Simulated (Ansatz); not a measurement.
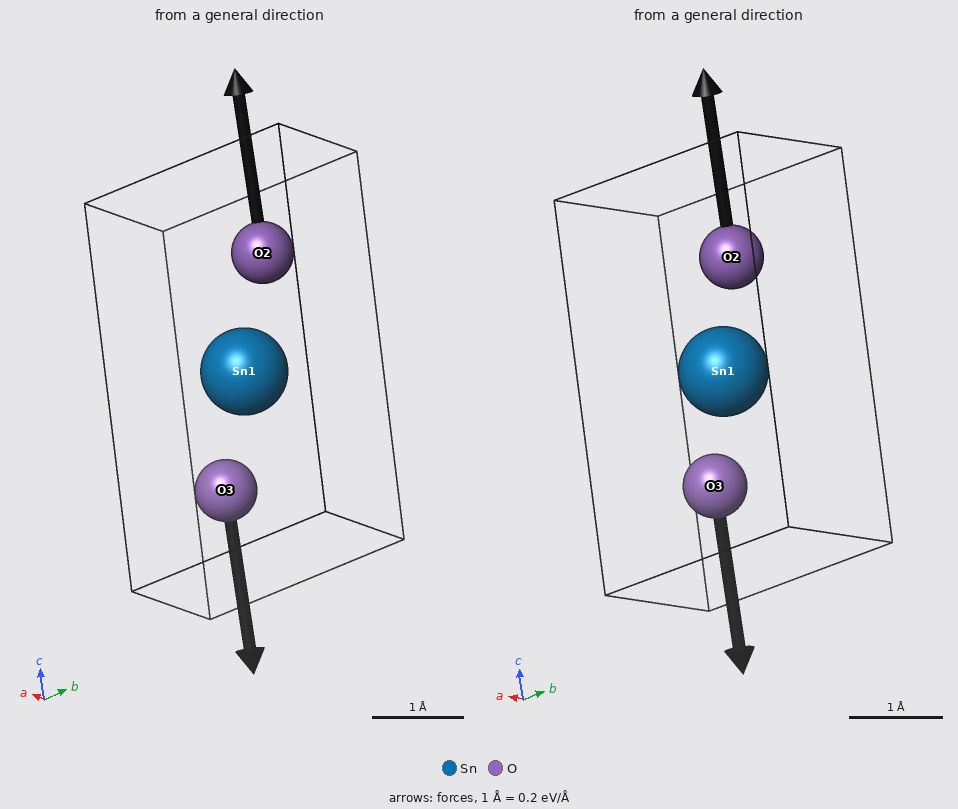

Spheres-only drawing of the structure, looking from two general directions. The cell (the run's own, in a reduced setting) is outlined; an atom on or near a face, edge or corner is repeated at each equivalent position. The arrows are the computed forces on the atoms.

System: SnO2. The numbers come from Ansatz, DFT LDA, scalar-relativistic, plane waves, PAW, using a basis cut at 420 eV, k-points about 0.20 Å⁻¹ apart, Gaussian smearing of 0.05 eV, no spin polarisation.

Are the atoms in equilibrium?

No. The atoms still feel forces of up to about 0.35 eV/Å, far above a usual threshold of 0.01 to 0.03 eV/Å.

Where does the largest force act?

O2 and O3, about 0.35 eV/Å.

Starting structure: a structure listed in the Materials Project. The cell was then strained or its atoms displaced on purpose. It was the input of a calculation with Ansatz.
